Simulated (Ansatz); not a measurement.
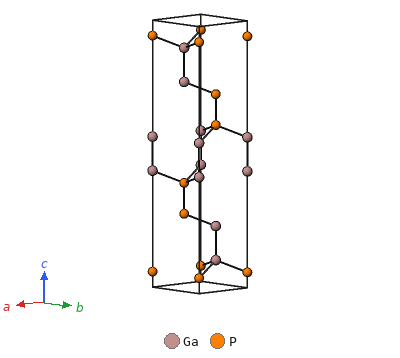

GaP, space group R-3m:H (No. 166), a = 3.714 Å, b = 3.714 Å, c = 18.580 Å, α = 90.00°, β = 90.00°, γ = 120.00°

| site | Wyckoff | x | y | z |
| --- | --- | --- | --- | --- |
| Ga | 6c | 0.6667 | 0.3333 | 0.7695 |
| P | 6c | 0.3333 | 0.6667 | 0.7246 |

Source: coordinates from a relaxation at fixed volume with DFT PBE, scalar-relativistic, plane waves, PAW in Ansatz.

Question: How is the cell volume shared among the sites in a plain Voronoi partition?

Answer:
```csv
site,faces above 1 % of the sphere,volume (Å³),solid angle by neighbour (%)
Ga,10,19.06,P 69 Ga 31
P,10,17.94,Ga 69 P 31
```

Weighted by multiplicity the volumes add up to the cell volume, 222.0 Å³.

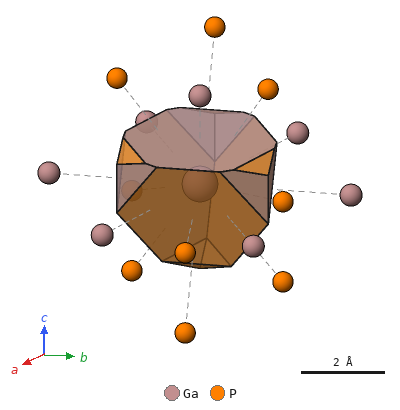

The computed Voronoi cell of Ga, with the neighbours that bound it.
